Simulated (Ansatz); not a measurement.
# From HfC to TaC

System: HfC (Fm-3m, 2 atoms in the cell).
Method of the first run: DFT r2SCAN, scalar-relativistic, plane waves, PAW, no spin polarisation (Ansatz 0.2.0).
System of the second run: TaC (2 atoms in the cell).

On the first run: The structure was made by swapping elements on the sites of another compound; it need not be a known phase. On the second run: The structure was made by swapping elements on the sites of another compound; it need not be a known phase. It belongs to a series of runs on one base structure; here: Hf -> Ta, N -> C on all its sites, cell and atoms relaxed. Text and figures count atoms from 1; the logs count them from 0 in places.

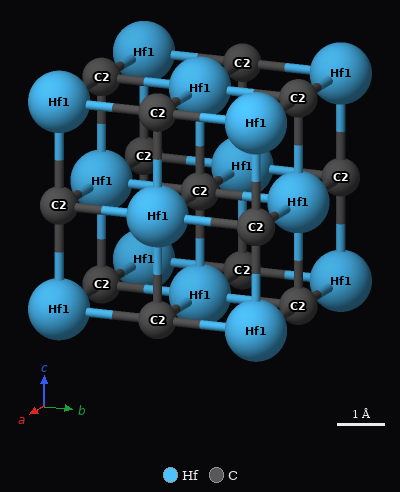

Figure 1. The starting structure (ball-and-stick view of the cell 4 times as large as that of the calculation, set on its symmetry axes, seen slightly off an axis; atoms are numbered from 1 in the order of the input). Near neighbours in the crystal (not all of them lie inside the picture): Hf has 6 C at 2.32 Å; C has 6 Hf at 2.32 Å.

## Input file, the first run
```yaml
crystal:
  lattice:
    - [0.0, 2.3212359673, 2.3212359673]
    - [2.3212359673, 0.0, 2.3212359673]
    - [2.3212359673, 2.3212359673, 0.0]
  atoms:
    - { symbol: Hf, position: [0.0, 0.0, 0.0] }
    - { symbol: C, position: [0.5, 0.5, 0.5] }
basis:
  ecutwfc: 500
kpoints:
  mp_grid: { grid: [16, 16, 16] }
hamiltonian:
  xc: r2scan
scf:
  occupations: { method: gaussian, width: 0.1 }
output:
  forces: true
  stress: true
  eigenvalues: true
relax:
  adjacent_minimum: "off"
  f_tol: 0.01
  max_steps: 60
  cell: { stress_tol: 0.1 }
```

Command:
```bash
ansatz run input.yaml --threads 1 --pin off --max-ram 2560MiB --backend cpu --events-out ev --progress --plain --runs-dir out
```

Hardware: 1 thread of Oxide Virtual Turin-like (Zen 5), 32 GiB of memory available, shared host.

## Output, shortened to warnings, some set-up lines, iterations and results (the first run)
```
Basis set: ecut = 500 eV, 609 PW (Γ), exchange–correlation on 96×96×96 points (64 copies of the dense FFT grid, shifted against one another)
Symmetry: 48 space group operations
k-points: 145 of 4096
Initial density: superposition of atomic densities (neutral atoms: chi_scale 0, normalization atom), corrected by the library's trained network
[...]
SCF iter   1: F=—  HF=-15986.871063 eV  |F-HF|=—  |Δ(HF+E_count)|=         —  Δρ=9.48e-3  dr2=1.54e-2  dr2_τ=1.38e-1  ethr=1.77e-3  ⟨swp⟩=4.5  Hψ=10976  notcnv=0
SCF iter   2: F=—  HF=-15986.901450 eV  |F-HF|=—  |Δ(HF+E_count)|=   3.04e-2  Δρ=6.23e-3  dr2=1.07e-2  dr2_τ=8.43e-4  ethr=5.14e-5  ⟨swp⟩=2.0  Hψ=6666  notcnv=0  defer=1
SCF iter   3: F=—  HF=-15986.900536 eV  |F-HF|=—  |Δ(HF+E_count)|=   9.14e-4  Δρ=4.32e-3  dr2=4.04e-3  dr2_τ=1.99e-4  ethr=3.56e-5  ⟨swp⟩=2.0  Hψ=4077  notcnv=0  defer=1
SCF iter   4: F=—  HF=-15986.901134 eV  |F-HF|=—  |Δ(HF+E_count)|=   5.98e-4  Δρ=7.57e-4  dr2=9.27e-5  dr2_τ=6.16e-6  ethr=1.35e-5  ⟨swp⟩=2.0  Hψ=3591  notcnv=0  defer=1
SCF iter   5: F=—  HF=-15986.901212 eV  |F-HF|=—  |Δ(HF+E_count)|=   7.84e-5  Δρ=3.63e-4  dr2=4.30e-5  dr2_τ=3.44e-6  ethr=3.09e-7  ⟨swp⟩=2.0  Hψ=3846  notcnv=0  defer=1
[... 20 lines ...]
SCF iter   4: F=—  HF=-15986.901254 eV  |F-HF|=—  |Δ(HF+E_count)|=   1.56e-9  Δρ=1.92e-6  dr2=8.71e-10  dr2_τ=2.30e-10  ethr=9.45e-12  ⟨swp⟩=2.0  Hψ=4917  notcnv=0
SCF iter   5: F=—  HF=-15986.901254 eV  |F-HF|=—  |Δ(HF+E_count)|=   1.33e-9  Δρ=9.51e-7  dr2=1.97e-10  dr2_τ=5.38e-12  ethr=2.90e-12  ⟨swp⟩=2.0  Hψ=4929  notcnv=0
SCF iter   6: F=-15986.901254 eV  HF=-15986.901254 eV  |F-HF|=2.91e-11  |Δ(HF+E_count)|=  3.13e-10  Δρ=2.77e-7  dr2=1.46e-11  dr2_τ=1.25e-12  ethr=1.00e-12  ⟨swp⟩=5.0  …
SCF 4 converged in 6 iterations: F = -15986.901254 eV  dr2 = 1.46e-11
relax step   4: F+E_penalty+E_count = -15986.90125415 eV  Δ(F+E_penalty+E_count) = +3.486e-6 eV  max|allowed force component| = 1.874e-30 eV/Å  Δτ_max = 0.0000 Å  P = -0.000 …
basis re-selected at this cell: Δ(F+E_penalty+E_count) = +3.486e-6 eV, ΔP = +0.002 GPa vs the last step (what re-selecting the basis moved, of the pressure what is left beyond the Pulay correction that the steps carried, after the strain that the cell walked since its last selection, with what the …
SCF converged after 6 iterations
Free energy (F): -15986.901254 eV
Harris-Foulkes:  -15986.901254 eV  (|F-HF|=2.91e-11)
Internal energy: -15986.899449 eV  (E = F + TS)
E sigma→0 (E₀):  -15986.900352 eV
Entropy (-TS):   -0.001805 eV (-0.902 meV/atom)
Fermi energy:    20.214526 eV
--- Per-component energies (eV) ---
  E_band       = 98.159596
  E_kinetic    = 512.495649
  E_local      = -4973.762402  (includes V_loc(G=0)·N_el)
  E_nonlocal   = -1221.563948
  E_hartree    = 2354.472993
  E_xc         = -331.926188
  E_vxc        = -359.877235  (∫ρ·V_xc dr)
  E_paw        = -7052.962606  (= ΣΔE_a)
  E_vpaw       = 1414.297516  (= ΣTr[D̂ρ^β])
  E_aug_tail   = 0.000003  (compensation charges beyond the density's cutoff)
  E_vtau       = 17.624138  (kinetic-family band-sum trace: ∫τ·v_τ [+ j·A + Jᵃ·Aᵃ] dr)
  E_ewald      = -5273.949698
  E_core_change = 0.296748  (= ΣΔE_core)
  E_smearing   = -0.001805  (= −TS)
  E_closure    = 0.000000  (closes the sum)
  Σ components = -15986.901254   (vs F -15986.901254, Δ=0.00e0)
--- Forces (eV/Å), atoms counted from 1 ---
  atom   1  Hf     0.00000000     0.00000000     0.00000000
  atom   2  C      0.00000000    -0.00000000     0.00000000
  max |Σ_I F_I| component: 4.14e-30 eV/Å
--- Stress (GPa, compression-positive) ---
       -0.000423      -0.000000      -0.000000
       -0.000000      -0.000423      -0.000000
       -0.000000       0.000000      -0.000423
  P = ⅓ Tr σ = -0.0004 GPa (-0.004 kbar)
--- Relaxed structure (3 steps of the walk, 3 accepted, 1 SCFs on fresh bases) ---
  F+E_penalty+E_count = -15986.90125415 eV   max|allowed force component| = 1.874e-30 eV/Å   (the final SCF, on the basis selected at the relaxed cell)
  cell:  # Å, volume = 24.9862 Å³
    - [-6.1144464394747095e-34, 2.32036704818096, 2.32036704818096]
    - [2.32036704818096, 1.4643752150081676e-33, 2.32036704818096]
    - [2.32036704818096, 2.32036704818096, -1.79666288604501e-33]
  atoms:
    - { symbol: Hf, position: [1.3504235012803705e-37, -1.4179446763432038e-37, -1.4179446763463973e-37] }
[...]
```

For the second run the input was changed thus:
```diff
-    - [0.0, 2.3212359673, 2.3212359673]
-    - [2.3212359673, 0.0, 2.3212359673]
-    - [2.3212359673, 2.3212359673, 0.0]
+    - [0.0, 2.2311608421, 2.2311608421]
+    - [2.2311608421, 0.0, 2.2311608421]
+    - [2.2311608421, 2.2311608421, 0.0]
-    - { symbol: Hf, position: [0.0, 0.0, 0.0] }
+    - { symbol: Ta, position: [0.0, 0.0, 0.0] }
```

Predict how the results change.

The total energies belong to different systems, so their difference says nothing on which is more stable or more accurate. The volume per atom goes from 12.49 to 11.10 Å³. The SCF takes 14 iterations over all geometry steps against 22.

## Output, shortened to warnings, some set-up lines, iterations and results (the second run)
```
Basis set: ecut = 500 eV, 537 PW (Γ), exchange–correlation on 96×96×96 points (64 copies of the dense FFT grid, shifted against one another)
Symmetry: 48 space group operations
k-points: 145 of 4096
Initial density: superposition of atomic densities (neutral atoms: chi_scale 0, normalization atom), corrected by the library's trained network
[...]
SCF iter   1: F=—  HF=-10197.322114 eV  |F-HF|=—  |Δ(HF+E_count)|=         —  Δρ=6.85e-3  dr2=4.50e-3  dr2_τ=1.53e-1  ethr=1.77e-3  ⟨swp⟩=5.8  Hψ=10649  notcnv=0
SCF iter   2: F=—  HF=-10197.368277 eV  |F-HF|=—  |Δ(HF+E_count)|=   4.62e-2  Δρ=5.43e-3  dr2=4.36e-3  dr2_τ=2.25e-4  ethr=2.65e-5  ⟨swp⟩=2.2  Hψ=4431  notcnv=0  defer=51
SCF iter   3: F=—  HF=-10197.369847 eV  |F-HF|=—  |Δ(HF+E_count)|=   1.57e-3  Δρ=3.12e-3  dr2=1.77e-3  dr2_τ=2.81e-4  ethr=2.56e-5  ⟨swp⟩=2.0  Hψ=2487  notcnv=0  defer=51
SCF iter   4: F=—  HF=-10197.369789 eV  |F-HF|=—  |Δ(HF+E_count)|=   5.81e-5  Δρ=2.21e-3  dr2=1.20e-3  dr2_τ=6.05e-5  ethr=1.04e-5  ⟨swp⟩=2.4  Hψ=2461  notcnv=0  defer=51
SCF iter   5: F=—  HF=-10197.369665 eV  |F-HF|=—  |Δ(HF+E_count)|=   1.24e-4  Δρ=1.56e-4  dr2=3.23e-6  dr2_τ=3.57e-7  ethr=7.08e-6  ⟨swp⟩=2.0  Hψ=2401  notcnv=0  defer=51
[... 10 lines ...]
SCF iter   2: F=—  HF=-10197.369670 eV  |F-HF|=—  |Δ(HF+E_count)|=   4.83e-7  Δρ=4.73e-6  dr2=2.62e-9  dr2_τ=5.57e-10  ethr=8.46e-11  ⟨swp⟩=2.0  Hψ=2806  notcnv=0
SCF iter   3: F=—  HF=-10197.369670 eV  |F-HF|=—  |Δ(HF+E_count)|=   3.96e-9  Δρ=2.32e-6  dr2=1.32e-9  dr2_τ=2.12e-10  ethr=1.54e-11  ⟨swp⟩=2.7  Hψ=2985  notcnv=0
SCF iter   4: F=-10197.369670 eV  HF=-10197.369670 eV  |F-HF|=4.91e-11  |Δ(HF+E_count)|=  5.89e-10  Δρ=5.62e-7  dr2=3.94e-11  dr2_τ=2.68e-12  ethr=1.00e-12  ⟨swp⟩=3.4  …
SCF 3 converged in 4 iterations: F = -10197.369670 eV  dr2 = 3.94e-11
relax step   3: F+E_penalty+E_count = -10197.36966987 eV  Δ(F+E_penalty+E_count) = +2.416e-6 eV  max|allowed force component| = 3.287e-30 eV/Å  Δτ_max = 0.0000 Å  P = +0.063 …
basis re-selected at this cell: Δ(F+E_penalty+E_count) = +2.416e-6 eV, ΔP = -0.001 GPa vs the last step (what re-selecting the basis moved, of the pressure what is left beyond the Pulay correction that the steps carried, after the strain that the cell walked since its last selection, with what the …
SCF converged after 4 iterations
Free energy (F): -10197.369670 eV
Harris-Foulkes:  -10197.369670 eV  (|F-HF|=4.91e-11)
Internal energy: -10197.367891 eV  (E = F + TS)
E sigma→0 (E₀):  -10197.368781 eV
Entropy (-TS):   -0.001778 eV (-0.889 meV/atom)
Fermi energy:    19.970123 eV
--- Per-component energies (eV) ---
  E_band       = -80.569390
  E_kinetic    = 457.977255
  E_local      = -555.570698  (includes V_loc(G=0)·N_el)
  E_nonlocal   = 40.697312
  E_hartree    = 189.193657
  E_xc         = -253.415218
  E_vxc        = -289.169314  (∫ρ·V_xc dr)
  E_paw        = -8523.815636  (= ΣΔE_a)
  E_vpaw       = -127.294369  (= ΣTr[D̂ρ^β])
  E_aug_tail   = 0.000086  (compensation charges beyond the density's cutoff)
  E_vtau       = 14.403029  (kinetic-family band-sum trace: ∫τ·v_τ [+ j·A + Jᵃ·Aᵃ] dr)
  E_ewald      = -1551.653596
  E_core_change = -0.781054  (= ΣΔE_core)
  E_smearing   = -0.001778  (= −TS)
  E_closure    = 0.000000  (closes the sum)
  Σ components = -10197.369670   (vs F -10197.369670, Δ=0.00e0)
--- Forces (eV/Å), atoms counted from 1 ---
  atom   1  Ta    -0.00000000     0.00000000    -0.00000000
  atom   2  C      0.00000000    -0.00000000    -0.00000000
  max |Σ_I F_I| component: 5.00e-30 eV/Å
--- Stress (GPa, compression-positive) ---
        0.063019       0.000000      -0.000000
        0.000000       0.063019      -0.000000
        0.000000      -0.000000       0.063019
  P = ⅓ Tr σ = 0.0630 GPa (0.630 kbar)
--- Relaxed structure (2 steps of the walk, 2 accepted, 1 SCFs on fresh bases) ---
  F+E_penalty+E_count = -10197.36966987 eV   max|allowed force component| = 3.287e-30 eV/Å   (the final SCF, on the basis selected at the relaxed cell)
  cell:  # Å, volume = 22.2030 Å³
    - [1.019074406579118e-34, 2.230800044791322, 2.230800044791322]
    - [2.230800044791322, 0.0, 2.230800044791322]
    - [2.230800044791322, 2.230800044791322, 0.0]
  atoms:
    - { symbol: Ta, position: [2.370839644945333e-38, -2.0196041419904685e-38, -2.370839644945333e-38] }
    - { symbol: C, position: [0.5, 0.5, 0.5] }
```

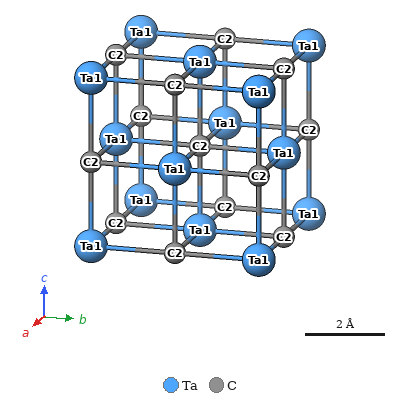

Figure 2. The input structure of the second run (ball-and-stick view of the cell 4 times as large as that of the calculation, set on its symmetry axes, seen slightly off an axis; atoms are numbered from 1 in the order of the input).

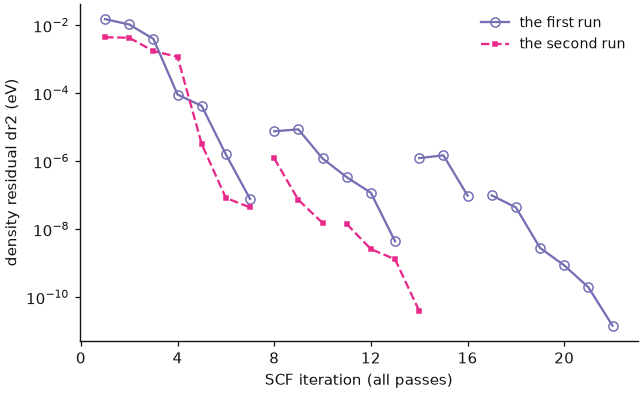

Figure 3. Convergence of the two runs: density residual dr2 against the SCF iteration. A break in a curve parts two SCF passes. The first run takes 22 iterations in all, and the second run takes 14.

## The two runs side by side

| quantity | the first run | the second run |
| --- | --- | --- |
| outcome | converged | converged |
| free energy per atom (eV) | −7993.4506 | −5098.6848 |
| energy per atom, smearing taken to zero (eV) | −7993.4502 | −5098.6844 |
| gap on the mesh (eV) | 0.00 | 0.00 |
| pressure (GPa) | 0.00 | 0.06 |
| volume per atom (Å³) | 12.49 | 11.10 |
| largest force (eV/Å) | 0.000 | 0.000 |
| SCF iterations | 22 | 14 |
| irreducible k-points | 145 | 145 |
| wall time (shared host) | 14 s | 12 s |

For the first run: Spin–orbit coupling is left out, which matters for Hf. For the second run: Spin–orbit coupling is left out, which matters for Ta.
